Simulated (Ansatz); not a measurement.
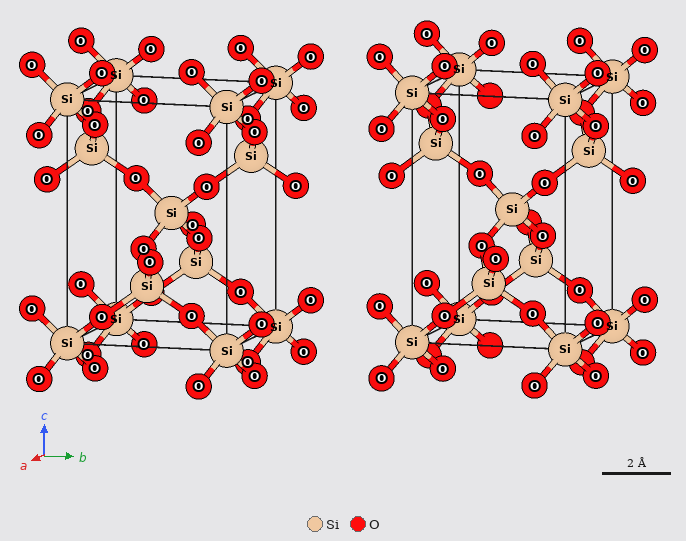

Two geometries of solid SiO$_{2}$ (set up in I-42d), drawn at one scale. One is the start of a relaxation, the other its converged end. A ball-and-stick model of the conventional cell (2 times the calculation's cell), seen slightly off an axis. Lengths and directions refer to the drawn axes.

These are results of DFT r2SCAN, scalar-relativistic, plane waves, PAW (Ansatz 0.2.0), not measurements. Set-up: plane-wave cutoff 500 eV; k-point mesh 8 × 8 × 8; occupations gaussian; smearing width 0.02 eV; no spin polarisation; cell and atoms relaxed; force threshold 0.01 eV/Å; at most 60 steps.

Question: Which of the two is the end point?

Answer: The left one is the relaxed one. Case: relaxed functional: r2SCAN. The largest moves relative to the cell, 0.12 Å, are those of O atoms. Si stays in place. The volume changes by +6.0 %, with a = b 4.748 → 4.947 Å (+4.2 %), c 7.488 → 7.313 Å (−2.3 %). Near-neighbour distances that change, for instance: O–Si 1.621 → 1.613 Å. Bond angles that change, for instance: Si–O–Si 137.6° → 145.0°. The space group stays I-42d (No. 122). The energy falls by 7.8 meV per atom in 5 accepted moves (6 points after the start). Largest force component: 0.19 eV/Å at the start, 0.00066 eV/Å at the end. Pressure: −1.32 GPa at the start and −0.01 GPa at the end. At 1 point the geometry stayed and the basis and grid were re-selected for the new cell (energy shift of 0.2 meV per atom at most each time). The run took 100 s on 1 thread of Oxide Virtual Turin-like Processor (Zen 5) (shared host), peak memory 0.68 GiB.
